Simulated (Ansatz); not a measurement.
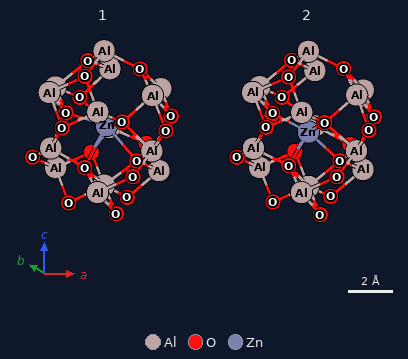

Two geometries of a defect cell of composition Al47O71Zn, drawn at one scale. One is the start of a relaxation, the other its converged end. Style: ball-and-stick. Shown: the atoms within 4.2 Å of the atom that moves most (axes of the cell of the calculation (origin shifted)), slightly off an axis.

Method: Ansatz, DFT, PBEsol, PAW, plane waves. (plane-wave cutoff 420 eV; k-point mesh 1 × 1 × 1; mesh shifted by (0.25, 0.25, 0.25); collinear spin; atoms relaxed in a fixed cell; force threshold 0.03 eV/Å; at most 80 steps)

> Which of the two is the end point?

Structure 1 is the relaxed one. After 6 geometry steps the energy has fallen by 2.870 eV per cell of the calculation. Largest force component: 2.6 eV/Å at the start, 0.0092 eV/Å at the end. The Zn atom moves most: 0.33 Å along [1 1 1]. Largest moves by element: Zn 0.33 Å, O 0.13 Å, Al 0.13 Å. The lattice vectors keep their values. Near-neighbour distances that change, for instance: O–Zn 1.959 → 2.359 Å, O–Zn 1.949 → 2.167 Å, O–Zn 1.963 → 2.146 Å, Al–O 2.015 → 1.895 Å. Bond angles that change, for instance: O–Zn–O 165.1° → 147.9°, O–Zn–O 166.1° → 150.0°, Al–O–Zn 121.4° → 111.0°. Cost: 16 s on 1 × NVIDIA GB300 Max-Q with 8 threads of Arm Neoverse-V2, peak memory 2.3 GiB.
